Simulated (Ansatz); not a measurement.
# Energy of RbBr along an even scaling of the cell

System: RbBr (Fm-3m, 2 atoms in the cell).
Method: Kohn-Sham DFT of a periodic cell, PBE, Ansatz PAW, no spin polarisation (Ansatz 0.2.0).

The 7 runs differ only in the geometry, by an even scaling of the cell at fixed fractional positions. The structure derives from an entry of the Crystallography Open Database.

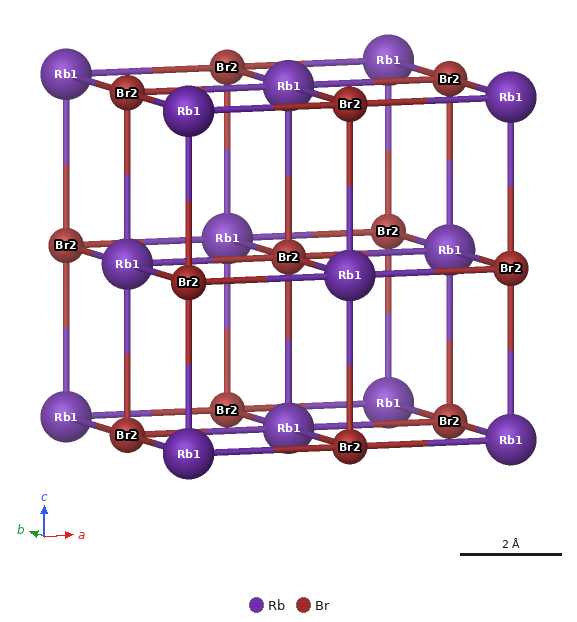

Figure 1. The structure of run 4 (ball-and-stick view of the cell 4 times as large as that of the calculation, set on its symmetry axes, seen slightly off an axis; atoms are numbered from 1 in the order of the input).

**Input of run 4**
```yaml
crystal:
  lattice:
    - [0.0, 3.427, 3.427]
    - [3.427, 0.0, 3.427]
    - [3.427, 3.427, 0.0]
  atoms:
    - { symbol: Rb, position: [0.0, 0.0, 0.0] }
    - { symbol: Br, position: [0.5, 0.5, 0.5] }
hamiltonian:
  xc: pbe
  pseudopotentials: { kind: paw }
kpoints:
  mp_grid: { grid: [7, 7, 7] }
scf:
  occupations: { method: fermi_dirac, width: 0.05 }
output:
  forces: true
  stress: true
  eigenvalues: true
```

Command:
```bash
ansatz run input.yaml --threads 2 --pin off --max-ram 5120MiB --backend cpu --events-out ev --progress --plain --runs-dir out
```

Run 3 differs from it as follows:
```diff
-    - [0.0, 3.427, 3.427]
-    - [3.427, 0.0, 3.427]
-    - [3.427, 3.427, 0.0]
+    - [0.0, 3.403999307, 3.403999307]
+    - [3.403999307, 0.0, 3.403999307]
+    - [3.403999307, 3.403999307, 0.0]
```

**Results, with one run withheld**

| run | volume per atom (Å³) | free energy per atom, from the lowest run given (meV) | pressure (GPa) | gap on the mesh (eV) |
| --- | --- | --- | --- | --- |
| 1 | 37.833 | 31.88 | 2.19 | 4.53 |
| 2 | 38.638 | 22.01 | 1.75 | 4.47 |
| 3 | 39.443 | ? | ? | ? |
| 4 | 40.248 | 8.35 | 1.00 | 4.36 |
| 5 | 41.053 | 4.13 | 0.69 | 4.31 |
| 6 | 41.858 | 1.39 | 0.41 | 4.27 |
| 7 | 42.663 | 0.00 | 0.15 | 4.22 |

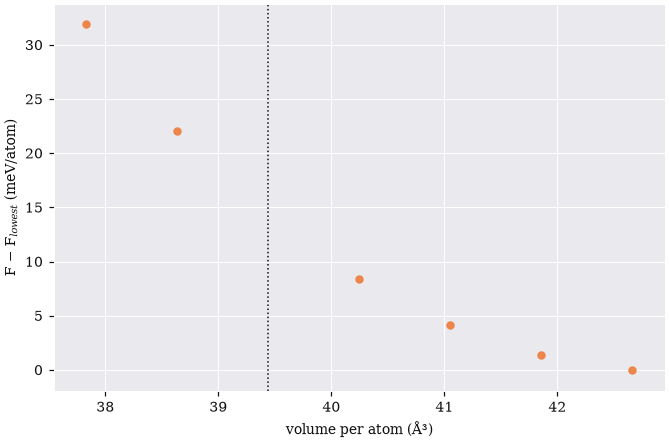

Figure 2. Free energy per atom of the runs given; the dotted line marks run 3.

Estimate the energy of run 3 from the others.

A cubic polynomial in V^(−2/3) (the Birch–Murnaghan form), fitted to the 6 runs given, misses them by at most 0.01 meV per atom. With x = V^(−2/3) − 0.08504 Å⁻², it reads F = 7.8814 + 4303.3 x + 5.815e+05 x² + 3.4424e+06 x³ (meV per atom). At run 3 it gives 14.24 meV per atom, and the run itself gives 14.25. The slope of the fit gives a pressure −dF/dV of 1.35 GPa there, and the run prints 1.35 GPa. The fit has no minimum inside this range. The gap on the mesh goes, without turning, from 4.53 eV in run 1 to 4.22 eV in run 7; run 3 has 4.42 eV. These are gaps of this functional on this mesh, which can miss the band edges; they aren't the measured gap.

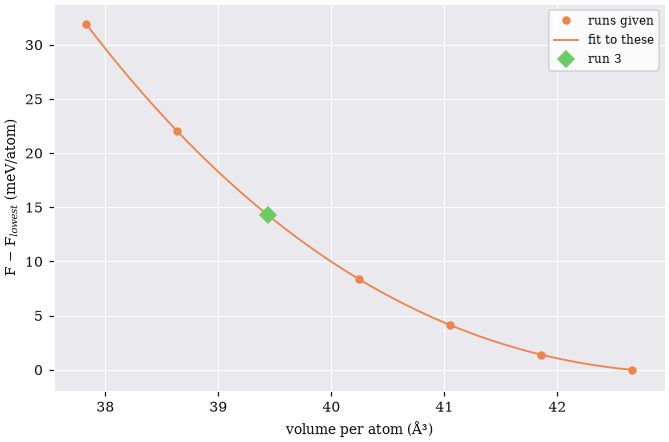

Figure 3. The fit and the withheld run.

**Output, shortened to warnings, some set-up lines, iterations and results (run 3)**
```
Basis set: ecut = 420 eV, 1471 PW (Γ), exchange–correlation on 72×72×72 points (8 copies of the dense FFT grid, shifted against one another)
Symmetry: 48 space group operations
k-points: 20 of 343
Initial density: superposition of atomic densities (neutral atoms: chi_scale 0, normalization atom), corrected by the library's trained network
[...]
SCF iter   1: F=—  HF=-6054.041260 eV  |F-HF|=—  |Δ(HF+E_count)|=         —  Δρ=2.26e-4  dr2=5.48e-5  ethr=1.77e-3  ⟨swp⟩=8.3  Hψ=1732  notcnv=0
SCF iter   2: F=—  HF=-6054.041529 eV  |F-HF|=—  |Δ(HF+E_count)|=   2.68e-4  Δρ=8.17e-5  dr2=3.71e-6  ethr=3.42e-7  ⟨swp⟩=3.3  Hψ=711  notcnv=0
SCF iter   3: F=—  HF=-6054.041548 eV  |F-HF|=—  |Δ(HF+E_count)|=   1.91e-5  Δρ=2.61e-5  dr2=2.56e-7  ethr=2.32e-8  ⟨swp⟩=2.1  Hψ=378  notcnv=0
SCF iter   4: F=-6054.041550 eV  HF=-6054.041550 eV  |F-HF|=2.88e-8  |Δ(HF+E_count)|=   2.58e-6  Δρ=5.47e-6  dr2=3.30e-8  ethr=1.60e-9  ⟨swp⟩=2.0  Hψ=380  notcnv=0
SCF iter   5: F=-6054.041550 eV  HF=-6054.041550 eV  |F-HF|=1.00e-9  |Δ(HF+E_count)|=   4.18e-8  Δρ=7.12e-7  dr2=3.62e-10  ethr=2.07e-10  ⟨swp⟩=2.0  Hψ=380  notcnv=0
SCF iter   6: F=-6054.041550 eV  HF=-6054.041550 eV  |F-HF|=2.18e-11  |Δ(HF+E_count)|=   1.22e-9  Δρ=1.11e-7  dr2=1.19e-11  ethr=2.27e-12  ⟨swp⟩=1.6  Hψ=874  notcnv=0
SCF 1 converged in 6 iterations: F = -6054.041550 eV  dr2 = 1.19e-11
SCF converged after 6 iterations
Free energy (F): -6054.041550 eV
Harris-Foulkes:  -6054.041550 eV  (|F-HF|=2.18e-11)
Internal energy: -6054.041550 eV  (E = F + TS)
E sigma→0 (E₀):  -6054.041550 eV
Fermi energy:    3.642089 eV
--- Per-component energies (eV) ---
  E_band       = -104.757047
  E_kinetic    = 327.676108
  E_local      = -792.036900  (includes V_loc(G=0)·N_el)
  E_nonlocal   = 243.477643
  E_hartree    = 203.433109
  E_xc         = -396.467708
  E_vxc        = -242.227257  (∫ρ·V_xc dr)
  E_paw        = -4864.579199  (= ΣΔE_a)
  E_vpaw       = -48.512864  (= ΣTr[D̂ρ^β])
  E_aug_tail   = -0.000001  (compensation charges beyond the density's cutoff)
  E_ewald      = -775.544603
  E_smearing   = -0.000000  (= −TS)
  E_closure    = -0.000000  (closes the sum)
  Σ components = -6054.041550   (vs F -6054.041550, Δ=0.00e0)
--- Forces (eV/Å), atoms counted from 1 ---
  atom   1  Rb    -0.00000000    -0.00000000    -0.00000000
  atom   2  Br     0.00000000     0.00000000    -0.00000000
  max |Σ_I F_I| component: 3.48e-30 eV/Å
--- Stress (GPa, compression-positive) ---
        1.352733      -0.000000      -0.000000
       -0.000000       1.352733      -0.000000
       -0.000000       0.000000       1.352733
  P = ⅓ Tr σ = 1.3527 GPa (13.527 kbar)
```
